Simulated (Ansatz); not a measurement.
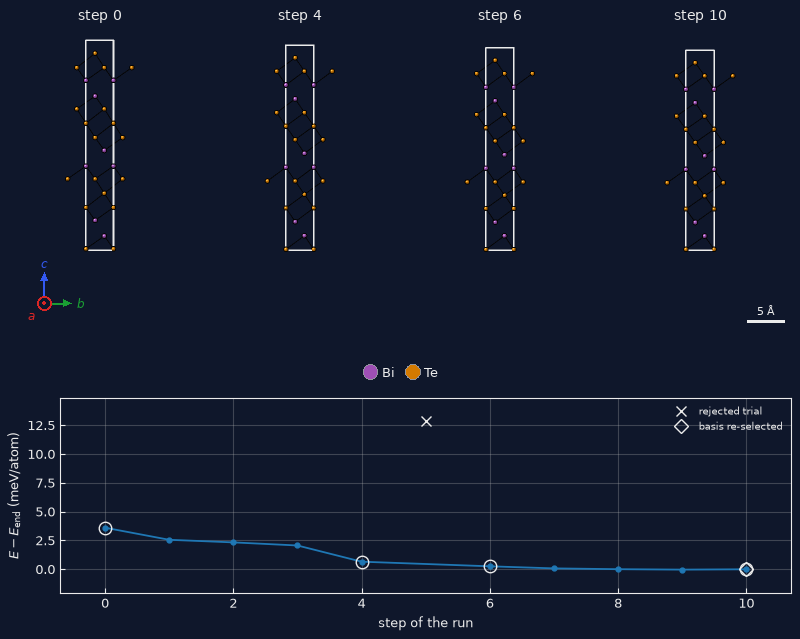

Frames of a relaxation of a crystal of Bi2Te3 (set up in R3m), marked on the history of the run. A ball-and-stick model of the conventional cell (3 times the calculation's cell), seen along the a axis. Lengths and directions refer to the drawn axes.

Computed with Ansatz, DFT LDA, scalar-relativistic, plane waves, PAW.

Input
```yaml
crystal:
  lattice:
    - [2.1849529566, 1.2614831776, 9.611827996]
    - [-2.1849529566, 1.2614831776, 9.611827996]
    - [0.0, -2.5229663553, 9.611827996]
  atoms:
    - { symbol: Bi, position: [0.8089245472, 0.8089245472, 0.8089245472] }
    - { symbol: Bi, position: [0.4010889021, 0.4010889021, 0.4010889021] }
    - { symbol: Te, position: [0.6049870195, 0.6049870195, 0.6049870195] }
    - { symbol: Te, position: [0.203559855, 0.203559855, 0.203559855] }
    - { symbol: Te, position: [0.0064396762, 0.0064396762, 0.0064396762] }
basis:
  ecutwfc: 420
kpoints:
  mp_grid: { grid: [12, 12, 12] }
hamiltonian:
  xc: lda
scf:
  occupations: { method: gaussian, width: 0.1 }
output:
  forces: true
  stress: true
  eigenvalues: true
relax:
  adjacent_minimum: "off"
  f_tol: 0.005
  max_steps: 80
  cell: { stress_tol: 0.05 }
```

Run as
```bash
ansatz run input.yaml --threads 4 --pin off --max-ram 12288MiB --backend cpu --events-out ev --progress --plain --runs-dir out
```

Q: What happens along the run?

A: After 8 accepted moves (10 points after the start) the energy has fallen by 3.6 meV per atom. Largest force component: 0.11 eV/Å at the start, 0.00084 eV/Å at the end. Pressure: −0.14 GPa at the start and −0.01 GPa at the end. The line search rejected the trial step at point 5 of the run. At 1 point the geometry stayed and the basis and grid were re-selected for the new cell (energy shift of less than 0.05 meV per atom at most each time). The largest moves relative to the cell, 0.087 Å, are those of Bi1 and Bi2. Bi1 goes along −c. By element the largest moves are Bi 0.087 Å, Te 0.062 Å. Cell: a = b 4.370 → 4.461 Å (+2.1 %), c 28.835 → 27.454 Å (−4.8 %). Volume −0.8 %. Near-neighbour distances that change, for instance: Bi1–Te4 3.081 → 3.160 Å, Te3–Te4 3.197 → 3.147 Å. Bond angles that change, for instance: Te4–Te3–Te5 93.8° → 89.7°, Te3–Te4–Te3 86.2° → 90.3°, Bi1–Te4–Te3 177.1° → 179.6°. The space group stays R-3m (No. 166). From step 0 to 4: Bi1 moves most (0.10 Å), volume −0.5 %, energy −2.9 meV per atom. From step 4 to 6: volume −0.5 %, energy −0.4 meV per atom. From step 6 to 10: volume +0.3 %, energy −0.3 meV per atom.

```csv
step,"E − E(0), meV/atom","largest force component, eV/Å","pressure, GPa","volume, Å³/atom",note
0,0.00,0.1114,-0.14,31.791,
1,-1.05,0.0518,0.00,31.613,
2,-1.27,0.0522,0.05,31.546,
3,-1.54,0.0250,-0.14,31.620,
4,-2.95,0.0135,-0.21,31.619,
5,9.22,0.4839,0.60,31.438,rejected
6,-3.35,0.0257,0.12,31.456,
7,-3.53,0.0315,0.05,31.500,
8,-3.60,0.0140,-0.02,31.553,
9,-3.64,0.0008,-0.01,31.541,
10,-3.61,0.0008,-0.01,31.541,"same geometry, new basis"
```
